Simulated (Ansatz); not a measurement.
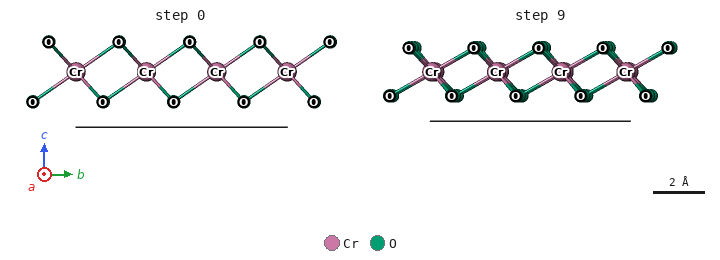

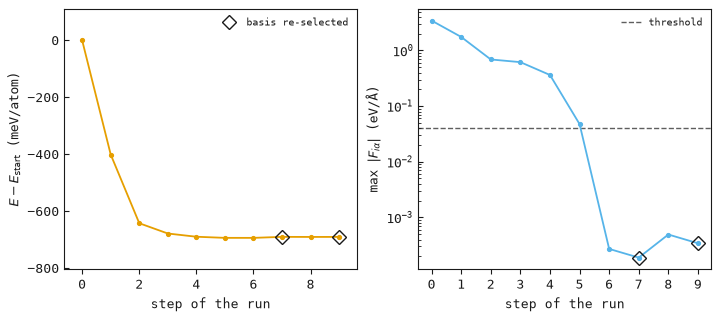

First and last geometry of a relaxation of a free-standing layer of CrO$_{2}$ (a generated structure, set up in P-1) (coarse preliminary run), with the history of the run. The picture is a ball-and-stick view of the 2 × 3 repeat of the cell, outlined in the plane, without the vacuum, seen along the a axis.

All numbers below come from Ansatz 0.2.0, DFT PBE, scalar-relativistic, plane waves, PAW.

Input file:
```yaml
crystal:
  lattice:
    - [3.08548464, 0.0, 0.0]
    - [-1.33351308, 2.78243801, 0.0]
    - [0.0, 0.0, 17.0]
  atoms:
    - { symbol: Cr, position: [0.5, 0.0, 0.5], spin: 3.0 }
    - { symbol: O, position: [0.24991006, 0.3863701, 0.43032485] }
    - { symbol: O, position: [0.75008994, 0.6136299, 0.56967515] }
  periodic: [true, true, false]
basis:
  ecutwfc: 420
kpoints:
  mp_grid: { grid: [6, 6, 1] }
hamiltonian:
  xc: pbe
scf:
  occupations: { method: gaussian, width: 0.1 }
  lower_state_search: "off"
output:
  forces: true
  stress: true
  eigenvalues: true
  populations: true
magnetization:
  spin_polarized: true
relax:
  adjacent_minimum: "off"
  f_tol: 0.04
  max_steps: 70
  cell: { stress_2d_tol: 0.16 }
```

Launched with:
```bash
ansatz run input.yaml --threads 1 --pin off --max-ram 2560MiB --backend cpu --events-out ev --progress --plain --runs-dir out
```

Read the history and describe the run.

Answer. It converged. After 7 accepted moves (9 points after the start) the energy has fallen by 690 meV per atom. The largest force component goes from 3.4 to 0.00034 eV/Å. The SCF was repeated twice at an unchanged geometry on a basis and grid sized afresh for the cell, which shifted the energy by 3.5 meV per atom at most. The largest moves, 0.32 Å, are those of O2 and O3. O2 goes at 42° to the normal (+c side). Cr stays in place. In the plane the drawn cell goes a 6.171 → 5.785 Å (−6.3 %), b 9.256 → 8.678 Å (−6.2 %). Near-neighbour distances that change, for instance: Cr1–O2 2.407 → 1.921 Å, Cr1–O2 (another image) 2.079 → 1.921 Å, Cr1–O2 (another image) 2.053 → 1.921 Å. Bond angles that change, for instance: O2–Cr1–O2 87.2° → 97.7°, O2–Cr1–O3 92.8° → 82.3°, Cr1–O3–Cr1 87.2° → 97.7°. The program noted that it reset the height of the cell. Cost: 5.1 min on 1 thread of Intel(R) Xeon(R) Processor @ 2.50GHz (Skylake/Cascade Lake) (shared host), peak memory 0.61 GiB.
